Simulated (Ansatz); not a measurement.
## Single-point calculation of Ti

- system: Ti (slab, 6 atoms in the cell)
- method: DFT PBE, scalar-relativistic, plane waves, PAW, PAW set soft_1, no spin polarisation (Ansatz 0.2.0)

The structure derives from an entry of the Crystallography Open Database. Figures and captions count atoms from 1; the log counts them from 0 in places.

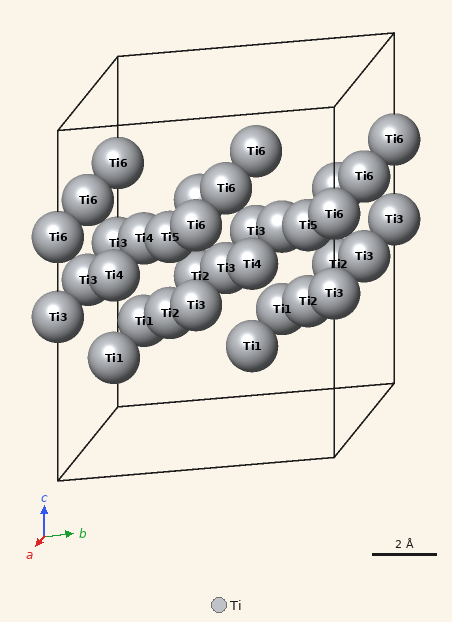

**Figure 1.** The structure as given in the input (spheres-only view of the 2 × 2 repeat of the cell, with the vacuum cut short, seen slightly off an axis; atoms are numbered from 1 in the order of the input). An atom can appear more than once, as a periodic image.

## Input file
```yaml
crystal:
  lattice:
    - [4.6037402164, 0.0, 0.0]
    - [-2.3018701082, 3.9869559799, 0.0]
    - [0.0, 0.0, 22.4968206792]
  atoms:
    - { symbol: Ti, position: [0.6666666667, 0.3333333333, 0.1778029019] }
    - { symbol: Ti, position: [0.3333333333, 0.6666666667, 0.2195747837] }
    - { symbol: Ti, position: [0.0, 0.0, 0.2613466656] }
    - { symbol: Ti, position: [0.6666666667, 0.3333333333, 0.2980472718] }
    - { symbol: Ti, position: [0.3333333333, 0.6666666667, 0.3304570052] }
    - { symbol: Ti, position: [0.0, 0.0, 0.3776898434] }
basis:
  ecutwfc: 420
kpoints:
  mp_grid: { grid: [6, 6, 1] }
hamiltonian:
  xc: pbe
  pseudopotentials: { kind: paw, azcp: { folder: soft_1 } }
scf:
  occupations: { method: gaussian, width: 0.1 }
output:
  forces: true
  eigenvalues: true
efield:
  axis: 3
  dipole_correction: true
  ramp_width: 0.04
```

Run on 1 thread of Arm Neoverse V1, 24 GiB of memory available, shared host.

Run as:
```bash
ansatz run input.yaml --threads 1 --pin off --max-ram 3072MiB --backend cpu --events-out ev --progress --plain --runs-dir out
```

## What the program printed
```
Engine: ansatz 0.2.0, aarch64-unknown-linux-gnu
Pseudopotentials: kind: paw
Pseudopotential: Ti, paw, valence charge 12, recommended cutoff 420 eV (normal), [file]
Functional definition: PBE
  parameter kappa = 0.804
  parameter beta = 0.06672455060314922
  exchange = pbe_x(kappa = kappa, mu = beta*pi^2/3)
  correlation = pbe_c(beta = beta)
Crystal: 6 atoms, lattice volume = 412.927 Å³
Basis set: ecut = 420 eV, 8133 PW (Γ), exchange–correlation on 64×64×320 points (8 copies of the dense FFT grid, shifted against one another)
Bands: 44, of which v1, the nominal top of the filled ones, is band 36 counted from 1 (35 counted from 0)
Symmetry: 6 space group operations
Space group: P3m1 (ITA 156), of the structure as read, at distance tolerance 7.4e-5 Å
k-points: 7 of 36 (time reversal used)
Non-local potential: Ti, projectors of the file, l = 0: 3, l = 1: 2, l = 2: 3, l = 3: 1
PAW form: soft (Blöchl's): semilocal exchange-correlation on the pseudo side does not see the compensation charge
PAW one-centre angular grid: Ti, 590 points (default); XC on 64 Gauss nodes
Initial density: superposition of atomic densities (neutral atoms: chi_scale 0, normalization atom)
Initial wavefunctions: pseudopotential atomic-orbital guess
Functional: x = pbe(κ = 0.804, μ = 0.2195149727645171), c = pbe(β = 0.06672455060314922)
SCF iter   1: F=—  HF=-15002.567788 eV  |F-HF|=—  |Δ(HF+E_count)|=         —  Δρ=6.28e-2  dr2=9.94e1  ethr=3.10e-3  p=-0.000 e·Å  D=-2.41e-7 V/Å  ΔV_dip=0.00 eV  dr2_dipole=1.25e-1  V_vac-E_F(+/−)=8.05/8.05 eV  ⟨swp⟩=9.9  Hψ=1524  notcnv=0
efield: sawtooth ramp at fractional position 0.7577 (placed from the atoms, in the widest stretch of the axis that holds none; the zero of the levels goes with the place), width 0.0400; the density the first Hamiltonian is built on has a dipole p = -0.000 e·Å; the dipole correction subtracts the counter field D = -2.41e-7 V/Å, which shifts the + side's vacuum level by +0.00 eV against the − side's; the planar-averaged density in the ramp window peaks in size at 1.6e-6 e/Å³
preconditioner: auto → LDOS  [metal: Δε(μ)=0.029 eV  Ē_g=2.829 eV  σ=0.100 eV  W_gap=0.16  n_scr=68 (ndim 8)  ℏωp=9.0 eV  f_vac=0.622  D(μ)=15.28/eV (n_scr^D=108)  β→1.0]
SCF iter   2: F=—  HF=-14996.006845 eV  |F-HF|=—  |Δ(HF+E_count)|=    6.56e0  Δρ=7.61e-2  dr2=9.16e1  ethr=3.10e-3  p=-0.004 e·Å  D=-1.67e-3 V/Å  ΔV_dip=0.04 eV  dr2_dipole=2.19e0  V_vac-E_F(+/−)=2.47/2.43 eV  ⟨swp⟩=8.0  Hψ=1234  notcnv=0  defer=11
SCF iter   3: F=—  HF=-14992.894425 eV  |F-HF|=—  |Δ(HF+E_count)|=    3.11e0  Δρ=2.08e-2  dr2=5.79e0  ethr=3.10e-3  p=0.007 e·Å  D=3.25e-3 V/Å  ΔV_dip=-0.07 eV  dr2_dipole=5.93e-3  V_vac-E_F(+/−)=4.43/4.50 eV  ⟨swp⟩=6.4  Hψ=872  notcnv=0  defer=4
SCF iter   4: F=—  HF=-14992.728515 eV  |F-HF|=—  |Δ(HF+E_count)|=   1.66e-1  Δρ=7.59e-3  dr2=3.79e-1  ethr=3.10e-3  p=0.010 e·Å  D=4.59e-3 V/Å  ΔV_dip=-0.10 eV  dr2_dipole=1.67e-4  V_vac-E_F(+/−)=3.49/3.59 eV  ⟨swp⟩=3.9  Hψ=498  notcnv=0  defer=7
SCF iter   5: F=—  HF=-14992.714057 eV  |F-HF|=—  |Δ(HF+E_count)|=   1.45e-2  Δρ=3.89e-3  dr2=1.17e-1  ethr=5.26e-4  p=0.014 e·Å  D=6.26e-3 V/Å  ΔV_dip=-0.14 eV  dr2_dipole=1.05e-3  V_vac-E_F(+/−)=3.34/3.48 eV  ⟨swp⟩=2.3  Hψ=491  notcnv=0  defer=7
SCF iter   6: F=—  HF=-14992.721045 eV  |F-HF|=—  |Δ(HF+E_count)|=   6.99e-3  Δρ=2.26e-3  dr2=6.40e-2  ethr=1.62e-4  p=0.015 e·Å  D=6.46e-3 V/Å  ΔV_dip=-0.15 eV  dr2_dipole=8.10e-5  V_vac-E_F(+/−)=3.35/3.49 eV  ⟨swp⟩=2.0  Hψ=376  notcnv=0  defer=7
SCF iter   7: F=—  HF=-14992.719906 eV  |F-HF|=—  |Δ(HF+E_count)|=   1.14e-3  Δρ=8.02e-4  dr2=7.31e-3  ethr=8.89e-5  p=0.014 e·Å  D=6.14e-3 V/Å  ΔV_dip=-0.14 eV  dr2_dipole=1.04e-6  V_vac-E_F(+/−)=3.30/3.44 eV  ⟨swp⟩=1.1  Hψ=302  notcnv=0  defer=7
SCF iter   8: F=—  HF=-14992.720051 eV  |F-HF|=—  |Δ(HF+E_count)|=   1.45e-4  Δρ=1.70e-4  dr2=3.06e-4  ethr=1.02e-5  p=0.014 e·Å  D=5.92e-3 V/Å  ΔV_dip=-0.13 eV  dr2_dipole=3.67e-6  V_vac-E_F(+/−)=3.29/3.43 eV  ⟨swp⟩=2.3  Hψ=388  notcnv=0  defer=7
SCF iter   9: F=—  HF=-14992.720063 eV  |F-HF|=—  |Δ(HF+E_count)|=   1.27e-5  Δρ=7.23e-5  dr2=3.72e-5  ethr=4.25e-7  p=0.013 e·Å  D=5.79e-3 V/Å  ΔV_dip=-0.13 eV  dr2_dipole=5.69e-8  V_vac-E_F(+/−)=3.30/3.43 eV  ⟨swp⟩=2.4  Hψ=388  notcnv=0  defer=7
SCF iter  10: F=—  HF=-14992.720193 eV  |F-HF|=—  |Δ(HF+E_count)|=   1.29e-4  Δρ=2.71e-5  dr2=6.28e-6  ethr=5.17e-8  p=0.013 e·Å  D=5.72e-3 V/Å  ΔV_dip=-0.13 eV  dr2_dipole=8.29e-8  V_vac-E_F(+/−)=3.31/3.44 eV  ⟨swp⟩=2.6  Hψ=395  notcnv=0  defer=7
SCF iter  11: F=—  HF=-14992.720194 eV  |F-HF|=—  |Δ(HF+E_count)|=   1.45e-6  Δρ=9.70e-6  dr2=9.29e-7  ethr=8.73e-9  p=0.013 e·Å  D=5.69e-3 V/Å  ΔV_dip=-0.13 eV  dr2_dipole=8.41e-8  V_vac-E_F(+/−)=3.31/3.44 eV  ⟨swp⟩=2.1  Hψ=386  notcnv=0  defer=7
SCF iter  12: F=—  HF=-14992.720194 eV  |F-HF|=—  |Δ(HF+E_count)|=   3.34e-7  Δρ=4.36e-6  dr2=1.11e-7  ethr=1.29e-9  p=0.013 e·Å  D=5.68e-3 V/Å  ΔV_dip=-0.13 eV  dr2_dipole=3.74e-9  V_vac-E_F(+/−)=3.31/3.44 eV  ⟨swp⟩=2.0  Hψ=376  notcnv=0  defer=7
SCF iter  13: F=-14992.720195 eV  HF=-14992.720195 eV  |F-HF|=2.61e-7  |Δ(HF+E_count)|=   1.69e-7  Δρ=2.05e-6  dr2=1.33e-8  ethr=1.39e-10  p=0.013 e·Å  D=5.68e-3 V/Å  ΔV_dip=-0.13 eV  dr2_dipole=5.98e-11  V_vac-E_F(+/−)=3.31/3.44 eV  ⟨swp⟩=19.7  Hψ=1708  notcnv=0
SCF 1 converged in 13 iterations: F = -14992.720195 eV  dr2 = 1.33e-8
  greatest PAW one-centre occupation: 0.999 electrons in one spin orbital (limit 2), on the Ti atom at site 3 (counted from 0), in its partial waves of l = 0
```

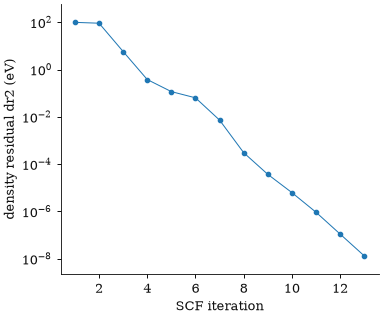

**Figure 2.** Convergence of the self-consistent field: density residual dr2 against the SCF iteration. The residual falls at every step.

```
SCF converged after 13 iterations
Free energy (F): -14992.720195 eV
Harris-Foulkes:  -14992.720195 eV  (|F-HF|=2.61e-7)
Internal energy: -14992.653167 eV  (E = F + TS)
E sigma→0 (E₀):  -14992.686681 eV
Entropy (-TS):   -0.067028 eV (-11.171 meV/atom)
Fermi energy:    0.858089 eV
Dipole field:    D = 0.005673 V/Å  (p = 0.012946 e·Å, saw-weighted, corrected)
Work function:   Φ+ = 3.3089 eV   Φ− = 3.4365 eV
Levels:          The Fermi level and band energies are counted from a zero that moves with the ramp; work functions are not
--- Per-component energies (eV) ---
  E_band       = -1827.917179
  E_kinetic    = 1685.846376
  E_local      = -61255.364472  (includes V_loc(G=0)·N_el)
  E_nonlocal   = 367.934347
  E_hartree    = 29643.424765
  E_xc         = -691.275009
  E_vxc        = -864.995526  (∫ρ·V_xc dr)
  E_paw        = -6255.873140  (= ΣΔE_a)
  E_vpaw       = -1048.191385  (= ΣTr[D̂ρ^β])
  E_aug_tail   = -0.000461  (compensation charges beyond the density's cutoff)
  E_efield     = 0.000037  (sawtooth field / dipole correction)
  E_vefield    = 0.002462  (∫n·V_field dr)
  E_ewald      = 21512.654391
  E_smearing   = -0.067028  (= −TS)
  E_closure    = -0.000000  (closes the sum)
  Σ components = -14992.720195   (vs F -14992.720195, Δ=0.00e0)
--- Forces (eV/Å), atoms counted from 1 ---
  atom   1  Ti     0.00000000    -0.00000000     0.11984771
  atom   2  Ti     0.00000000     0.00000000     0.49088566
  atom   3  Ti    -0.00000000    -0.00000000    -0.59343092
  atom   4  Ti     0.00000000     0.00000000    -0.03146361
  atom   5  Ti     0.00000000    -0.00000000     0.00602626
  atom   6  Ti     0.00000000     0.00000000     0.00816024
  max |Σ_I F_I| component: 2.53e-5 eV/Å
--- Band table (eV; the first three rows and the last of 7) ---
  k-point 0: bands = ["-56.1681", "-56.1548", "-55.5714", "-55.4529", "-55.3898", "-55.2968", "-32.5353", "-32.5061", "-32.4512", "-32.4512", "-32.4286", "-32.4286", "-31.9863", "-31.9842", "-31.9842", "-31.8554", "-31.8554", "-31.7213", "-31.6913", "-31.5788", "-31.5788", "-31.4716", "-31.4716", "-31.3386", "-4.2018", "-2.2566", "-0.9203", "-0.9203", "-0.3629", "-0.0562", "-0.0562", "0.2126", "0.4090", "0.4090", "0.6954", "0.6954", "0.7273", "0.8957", "0.8957", "1.3970", "1.4592", "1.7383", "1.7383", "2.6696"]
  k-point 1: bands = ["-56.1675", "-56.1544", "-55.5620", "-55.4563", "-55.3943", "-55.2995", "-32.5381", "-32.5101", "-32.4563", "-32.4511", "-32.4326", "-32.4294", "-32.0269", "-32.0177", "-31.9583", "-31.8131", "-31.8056", "-31.7283", "-31.6908", "-31.5773", "-31.5671", "-31.5077", "-31.4725", "-31.3369", "-3.8989", "-2.0432", "-0.8716", "-0.7624", "-0.4935", "-0.3138", "0.0116", "0.1137", "0.3503", "0.4552", "0.6723", "0.7946", "0.7947", "1.0137", "1.0988", "1.4190", "1.5370", "1.6836", "2.0469", "2.5539"]
  k-point 2: bands = ["-56.1664", "-56.1535", "-55.5384", "-55.4671", "-55.4044", "-55.3048", "-32.5444", "-32.5182", "-32.4672", "-32.4484", "-32.4399", "-32.4286", "-32.0592", "-32.0577", "-31.9009", "-31.7864", "-31.7550", "-31.7481", "-31.6409", "-31.6172", "-31.5731", "-31.5282", "-31.4754", "-31.3327", "-3.0598", "-1.5163", "-0.9471", "-0.8711", "-0.5475", "-0.3428", "0.0007", "0.1929", "0.2105", "0.4782", "0.6946", "0.7780", "0.9590", "1.2041", "1.2958", "1.5466", "1.6101", "1.6644", "2.0648", "2.3650"]
  k-point 6: bands = ["-56.1655", "-56.1529", "-55.5119", "-55.4799", "-55.4166", "-55.3084", "-32.5491", "-32.5273", "-32.4684", "-32.4440", "-32.4427", "-32.4222", "-32.1141", "-31.9853", "-31.9193", "-31.8368", "-31.7720", "-31.7370", "-31.5960", "-31.5824", "-31.5578", "-31.5246", "-31.5167", "-31.3270", "-1.5943", "-1.5607", "-1.4632", "-0.7317", "-0.5747", "-0.4223", "0.1915", "0.2282", "0.5231", "0.8378", "0.8634", "0.9815", "1.0333", "1.0644", "1.1913", "1.2483", "1.4266", "1.5249", "2.0879", "2.1859"]
```

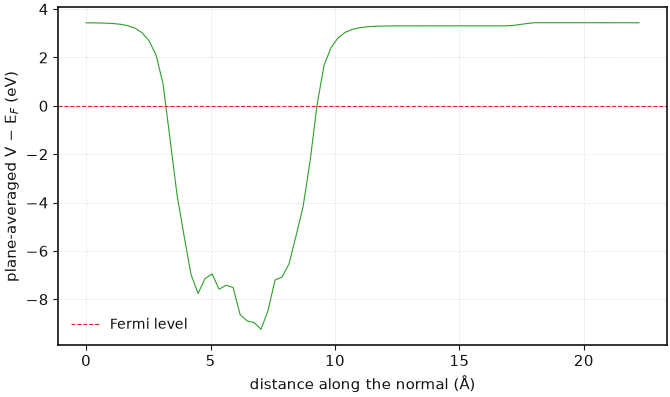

**Figure 3.** Plane average of the electrostatic potential energy of an electron across the cell, from the Fermi level. The vacuum level lies 3.31 eV above the Fermi level on the upper side and 3.44 eV on the lower.

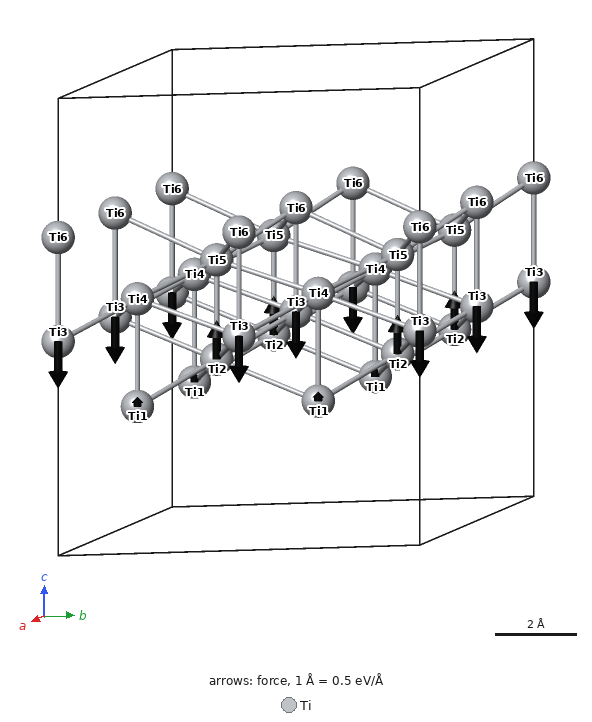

**Figure 4.** Forces on the atoms as black arrows (ball-and-stick view of the 2 × 2 repeat of the cell, with the vacuum cut short, seen slightly off an axis; atoms are numbered from 1 in the order of the input); the smallest are left out. The largest act on Ti3 (0.59 eV/Å); Ti2 (0.49 eV/Å). The geometry is not a stationary point of this energy.

## Key numbers

```json
{"quantity": "outcome", "value": "converged"}
{"quantity": "electrons treated", "value": "72"}
{"quantity": "free energy", "value": "−14992.7202 eV"}
{"quantity": "work function, top face", "value": "3.31 eV"}
{"quantity": "work function, bottom face", "value": "3.44 eV"}
{"quantity": "Fermi energy", "value": "0.858 eV"}
{"quantity": "gap on the k-point mesh", "value": "none (metallic)"}
{"quantity": "work function (upper face)", "value": "3.31 eV"}
{"quantity": "largest force (length of the vector)", "value": "0.593 eV/Å"}
{"quantity": "wall time", "value": "20 s"}
{"quantity": "peak memory", "value": "0.5 GiB"}
```
